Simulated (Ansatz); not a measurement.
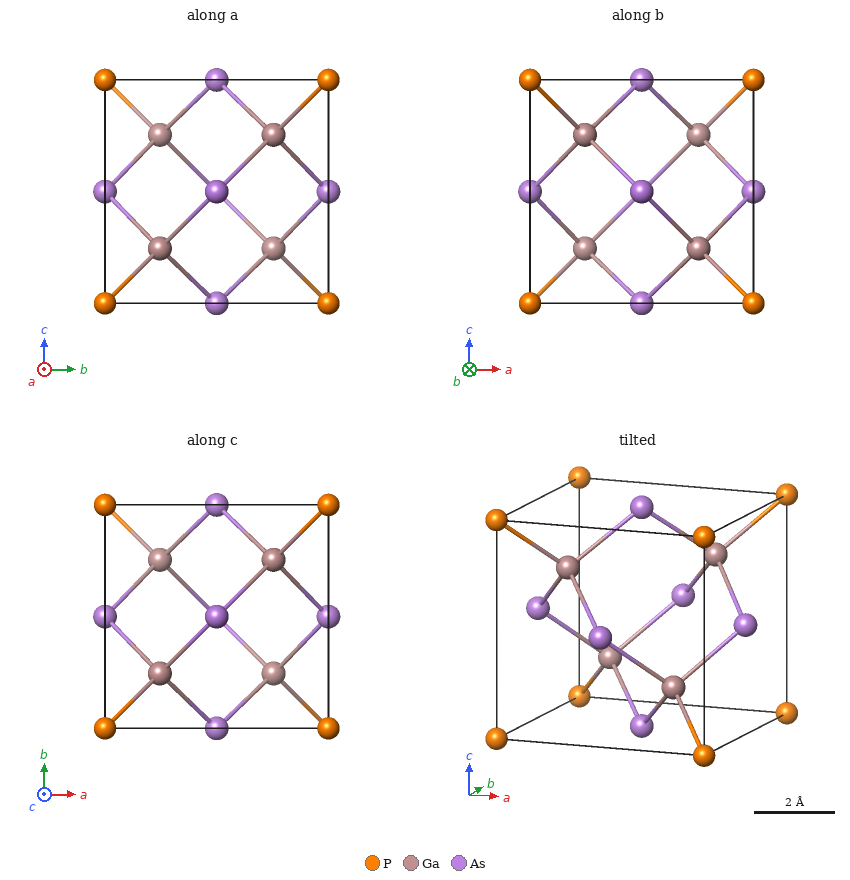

Ball-and-stick drawing of the structure, looking along the a axis, along the b axis, along the c axis and slightly off an axis. Lines trace the edges of the conventional unit cell.

Lattice parameters: a = 5.6115 Å, b = 5.6115 Å, c = 5.6115 Å, α = 90.000°, β = 90.000°, γ = 90.000°.

Q: Give the structure in the form of a CIF with its space group and independent sites, with free fractional coordinates to two decimals.

A:
```cif
data_structure
_symmetry_space_group_name_H-M 'P -4 3 m'
_symmetry_Int_Tables_number 215
_cell_length_a 5.6115
_cell_length_b 5.6115
_cell_length_c 5.6115
_cell_angle_alpha 90.000
_cell_angle_beta 90.000
_cell_angle_gamma 90.000
_cell_volume 176.70
loop_
_atom_site_label
_atom_site_type_symbol
_atom_site_symmetry_multiplicity
_atom_site_Wyckoff_symbol
_atom_site_fract_x
_atom_site_fract_y
_atom_site_fract_z
_atom_site_occupancy
P1 P 1 a 0.00 0.00 0.00 1
Ga1 Ga 4 e 0.75 0.75 0.75 1
As1 As 3 c 0.50 0.50 0.00 1
```

The initial geometry was a structure type filled with these elements by a generator (whether the compound takes this form wasn't checked). Earlier steps of the study, as a rule a relaxation of our own, may have changed the cell and positions, so they can lie some per cent off the listed ones. It was run through Ansatz as a DFT input.
